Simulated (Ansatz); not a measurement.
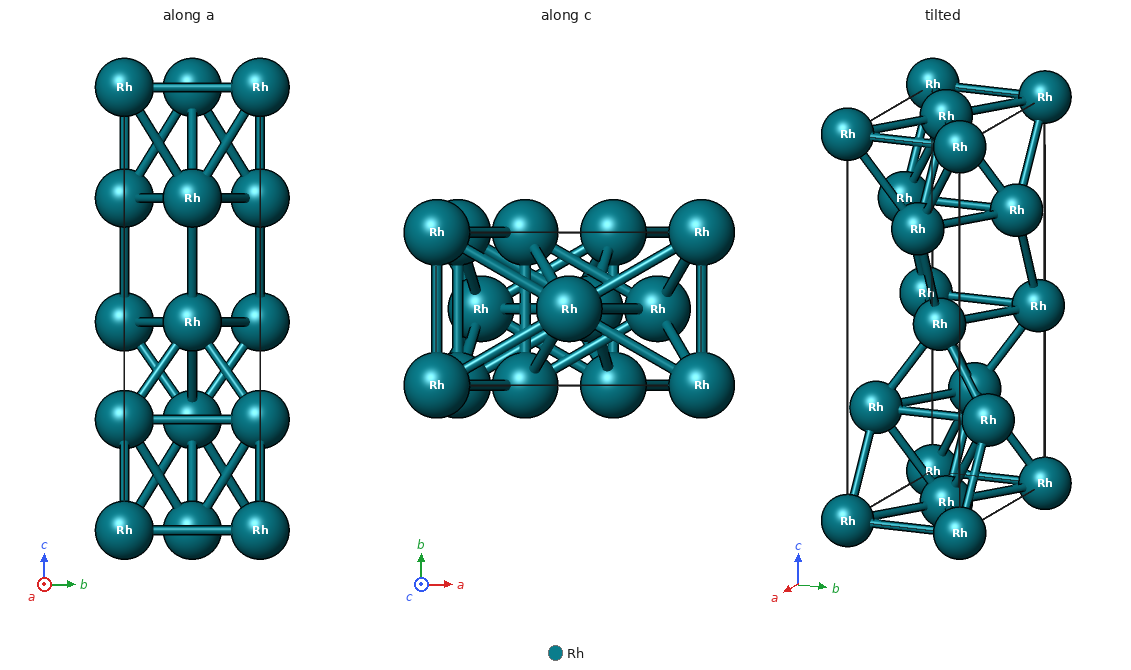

The crystal in a ball-and-stick representation, seen along the a axis, along the c axis and slightly off an axis. The lines enclose the conventional unit cell; boundary atoms appear with their images. Cell: a = 4.657 Å, b = 2.689 Å, c = 8.777 Å, α = 90.00°, β = 90.00°, γ = 90.00°.

The element is rhodium. The lattice is base-centred monoclinic and the space group Cm (No. 8). The cell holds eight atoms. Within bonding distance, the neighbour counts come to Rh 10 to 12 (mean 11.0). Not all metal-metal contacts are counted. The bonds build a three-dimensional framework.

The structure was taken from a structure listed in the Materials Project. The cell was then strained or its atoms displaced on purpose. A calculation with Ansatz used it as input.

At this level of theory the run's own cell isn't at rest (compressed, at 8 GPa and forces up to 4.1 eV/Å), so its distances can differ from those at equilibrium, the more so the softer the solid.
